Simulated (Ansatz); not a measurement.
```cif
data_structure
_symmetry_space_group_name_H-M 'P 1'
_symmetry_Int_Tables_number 1
_cell_length_a 4.4469
_cell_length_b 4.4469
_cell_length_c 32.1603
_cell_angle_alpha 90.000
_cell_angle_beta 90.000
_cell_angle_gamma 120.000
_cell_volume 550.76
loop_
_atom_site_label
_atom_site_type_symbol
_atom_site_fract_x
_atom_site_fract_y
_atom_site_fract_z
_atom_site_occupancy
Bi1 Bi 0.33333 0.66667 0.06389 1
Bi2 Bi 0.00000 0.00000 0.39723 1
Bi3 Bi 0.66667 0.33333 0.73056 1
Bi4 Bi 0.33333 0.66667 0.26944 1
Bi5 Bi 0.00000 0.00000 0.60277 1
Bi6 Bi 0.66667 0.33333 0.93611 1
Te1 Te 0.00000 0.00000 0.00000 1
Te2 Te 0.66667 0.33333 0.33333 1
Te3 Te 0.33333 0.66667 0.66667 1
Te4 Te 0.00000 0.00000 0.21601 1
Te5 Te 0.66667 0.33333 0.54934 1
Te6 Te 0.33333 0.66667 0.88267 1
Te7 Te 0.66667 0.33333 0.11733 1
Te8 Te 0.33333 0.66667 0.45066 1
Te9 Te 0.00000 0.00000 0.78399 1
```

Space group R-3m; a structure generated by program, which may or may not match a known phase.

Method: DFT PBE, scalar-relativistic, plane waves, PAW in Ansatz.

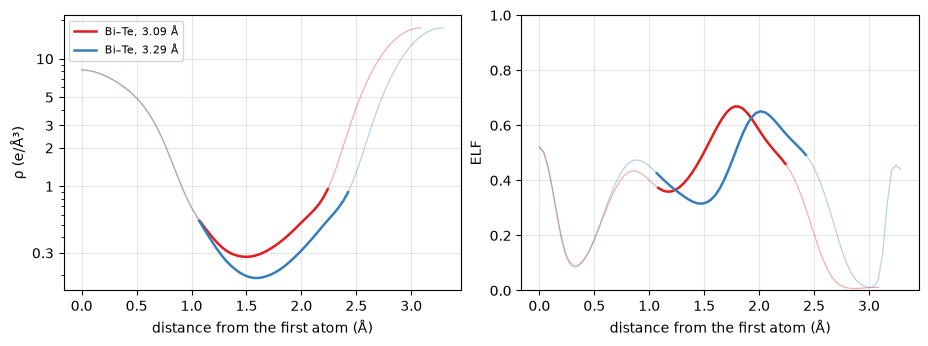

Bi₂Te₃. Valence electron density and electron localisation function along straight lines between neighbouring atoms. Thin, pale parts lie inside the atomic spheres.

The density is the valence pseudo-density of a PAW calculation; it isn't the true density close to the nuclei.

**What can be read from the curves?**

Bi–Te (3.09 Å): ρ at the midpoint is about 0.28 e/Å³; the ELF peaks at about 0.65 in the valence shell of Te, 1.3 Å from its nucleus, and drops to about 0.35 between the two atoms.
Bi–Te (3.29 Å): ρ at the midpoint is about 0.19 e/Å³; the ELF peaks at about 0.65 in the valence shell of Te, 1.3 Å from its nucleus, and drops to about 0.30 between the two atoms.
